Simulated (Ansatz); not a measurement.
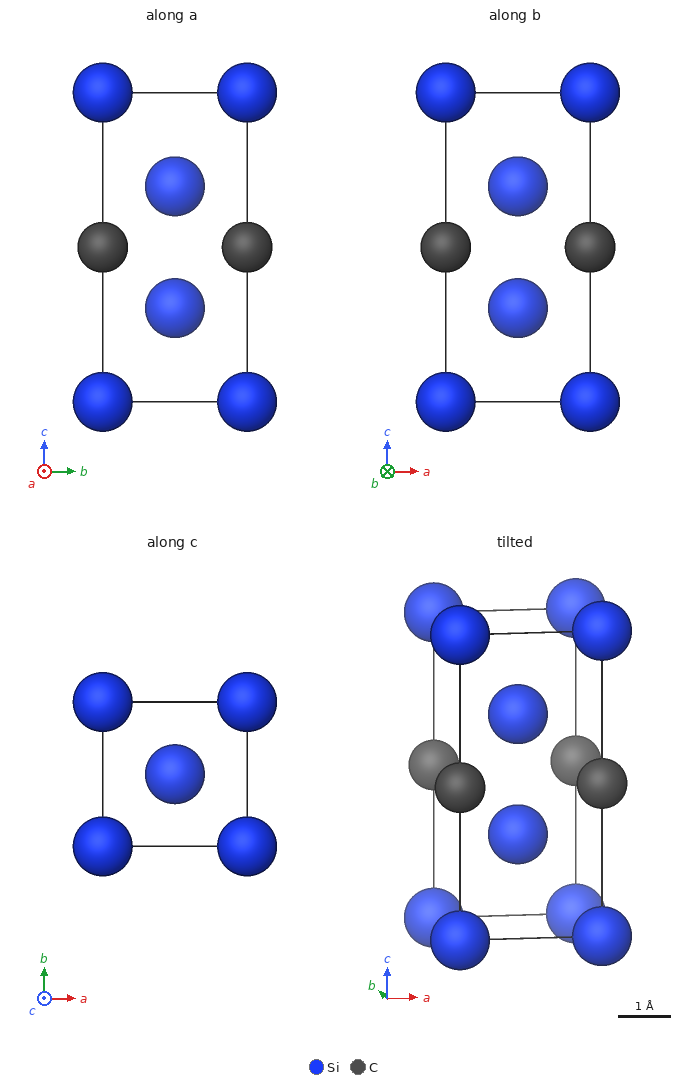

A spheres-only rendering, viewed along the a axis, along the b axis, along the c axis and slightly off an axis. Lines trace the edges of the conventional unit cell.

Lattice parameters: a = 2.789 Å, b = 2.789 Å, c = 5.975 Å, α = 90.00°, β = 90.00°, γ = 90.00°.

Write the structure as a table of Wyckoff sites, with free fractional coordinates to two decimals.

Answer. Space group P4/mmm (No. 123).
```
atom  site     x     y     z
  Si    2h  0.50  0.50  0.70
  Si    1a  0.00  0.00  0.00
   C    1b  0.00  0.00  0.50
```

The initial geometry was a structure type filled with these elements by a generator (whether the compound takes this form wasn't checked). Earlier steps of the study may have refined or changed the cell and positions. It was run through Ansatz as a DFT input.
